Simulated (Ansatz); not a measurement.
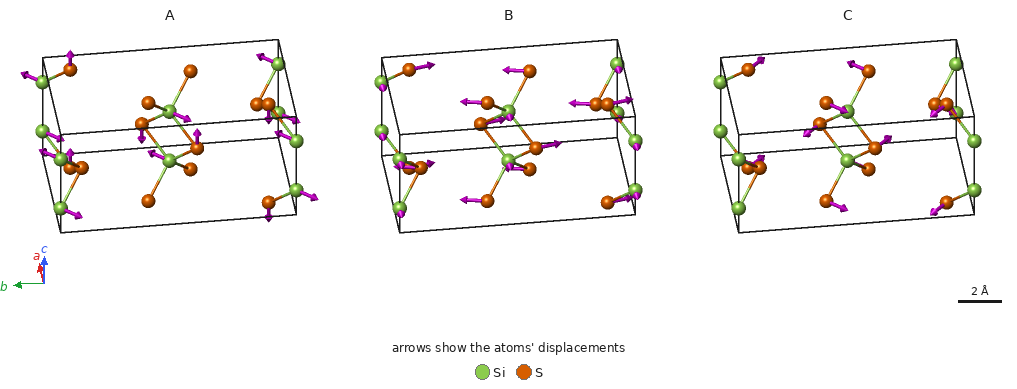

Three optical modes of solid SiS2 at the zone centre, in no order (one member of each degenerate set). The purple arrows give the relative displacements of the atoms. Style: ball-and-stick. Shown: the conventional cell (2 times the calculation's cell), from a free direction. Lengths and directions refer to the drawn axes.

Computed with Ansatz 0.2.0, DFT PBE, scalar-relativistic, plane waves, PAW. Set-up: plane-wave cutoff 420 eV; k-point mesh 6 × 6 × 6; occupations fixed; no spin polarisation.

Frequencies are those without the non-analytic (LO–TO) term.

Question: Rank the modes by frequency, softest first.

Answer: C (22 cm⁻¹), B (171 cm⁻¹), A (416 cm⁻¹). C, B₁g: The Si atoms hardly move; atoms of one kind move against one another, with no net shift of their sublattice; the S–Si bond lengths don't change to first order, so for these it is a bending, tilting or sliding motion. B, B₃u: It mainly bends the S–Si bonds; the kinetic energy is shared as S 90 %, Si 10 %. A, doubly degenerate: Atoms of one kind move against one another, with no net shift of any sublattice; of the bonds it mainly stretches S–Si, some lengthening while others shorten; the kinetic energy is shared as Si 55 %, S 45 %.
